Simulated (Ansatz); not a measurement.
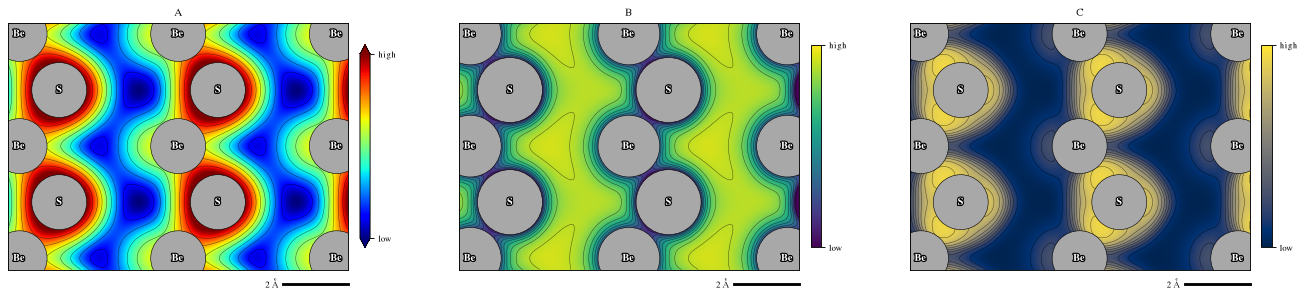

BeS: 3 fields on the (101) plane of the conventional cell, with unlabelled colour scales. Grey discs cover the atomic cores.

Space group F-43m; started from the measured structure prototype, which need not be the ambient phase.

Theory: Ansatz 0.2.0, DFT, PBE, plane waves, PAW.

Which field does each panel show? The fields are: electron localisation function, electrostatic potential energy of an electron and valence pseudo-density.

Panel A: valence pseudo-density. Panel B: electrostatic potential energy of an electron (low next to the atoms, rising into the space between them). Panel C: electron localisation function. From the grid: Be–S (2.11 Å): ρ is about 0.66 e/Å³ halfway; the ELF peaks at about 0.95 between the atoms: a polar covalent bond.
